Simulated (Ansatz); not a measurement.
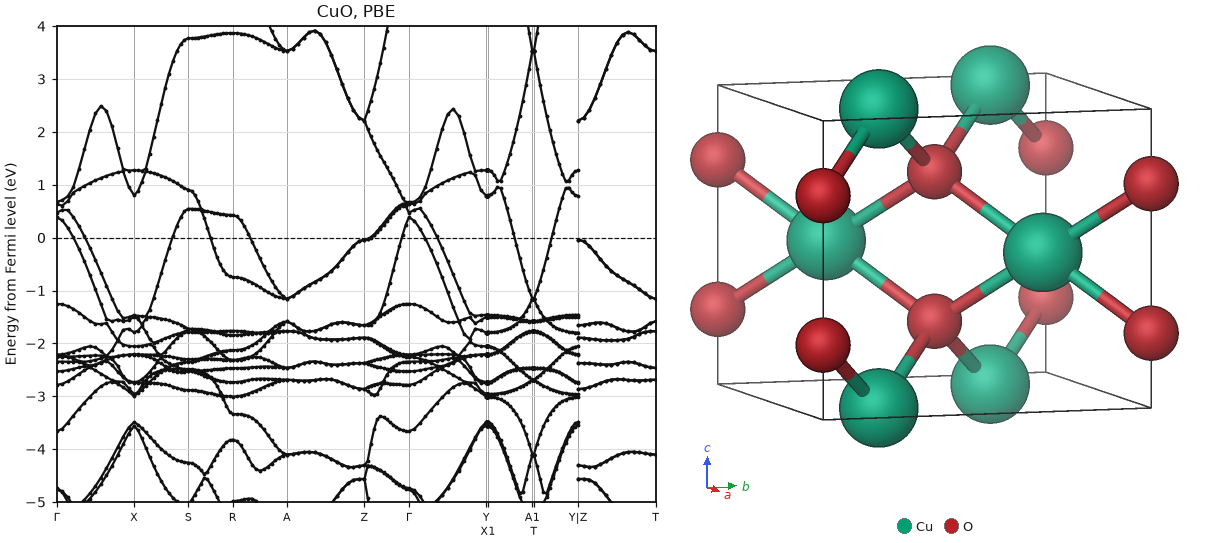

Band structure, beside the structure. Energies are counted from the Fermi level.

System: CuO, space group Cccm (No. 66), 4 atoms in the primitive cell; a = 3.42 Å, b = 3.42 Å, c = 4.26 Å, α = 90.00°, β = 90.00°, γ = 88.85°.

Ansatz 0.2.0; PBE, Ansatz PAW, no spin polarisation, no spin-orbit coupling, 7×7×5 k mesh, 420 eV cutoff, Fermi-Dirac smearing of 0.05 eV.

Question: Metal, semiconductor or insulator?

Answer: A metal: 3 bands cross the Fermi level along this path.

Question: Which levels at X lie nearest to the Fermi level?

Answer: At X the nearest levels lie 1.46 eV below and 0.80 eV above the Fermi level.

The run has no spin polarisation, though such a crystal can be magnetic. Semilocal functionals often make such compounds metallic where correlation or magnetic order opens a gap, which also shifts bond lengths. The k mesh is thin for a metal, so its Fermi level is uncertain by some hundredths of an eV. The cell is under a strain of +2 % (shear). The cell was built from a pattern and not relaxed, so its bond lengths can be off. In reduced coordinates of the cell that was run, X is (0.49, −0.49, 0), S is (0, −0.5, 0), R is (0, −0.5, −0.5), A is (0.49, −0.49, −0.5), Z is (0, 0, −0.5), Y is (−0.5, −0.5, 0), X1 is (−0.49, −0.51, 0), A1 is (−0.49, −0.51, −0.5) and T is (−0.5, −0.5, −0.5).
